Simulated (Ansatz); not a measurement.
System: Lu.

```
Lu
1.0
     3.45576    0.00000    0.00000
    -1.72788    2.99277    0.00000
     0.00000    0.00000    5.47588
Lu
2
Direct
  0.66667 0.33333 0.75000
  0.33333 0.66667 0.25000
```

Space group P6₃/mmc; computed pressure about −4 GPa in this cell.

Computed with Kohn-Sham DFT of a periodic cell, LDA, Ansatz PAW (Ansatz 0.2.0).

What will maps of the valence pseudo-density and electron localisation function show?

Answer. Lu–Lu (3.39 Å): ρ is about 0.12 e/Å³ halfway; the ELF is about 0.20 at the midpoint; no shared electron pair shows on this line.
The ELF has a maximum of about 0.70 in the space between the atoms, 2.4 Å from six Lu atoms, on no atom or two-centre bond.

Does the calculation make it a metal, or give it a gap?

Answer. It is metallic or semimetallic at this level of theory: no gap opens.

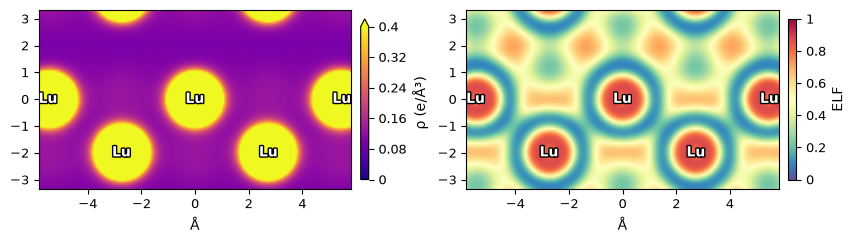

Computed valence pseudo-density and electron localisation function on the (110) plane of the conventional cell, in this order. 

Core electrons are frozen (PAW), and the valence fields are smoothed inside the atomic spheres.
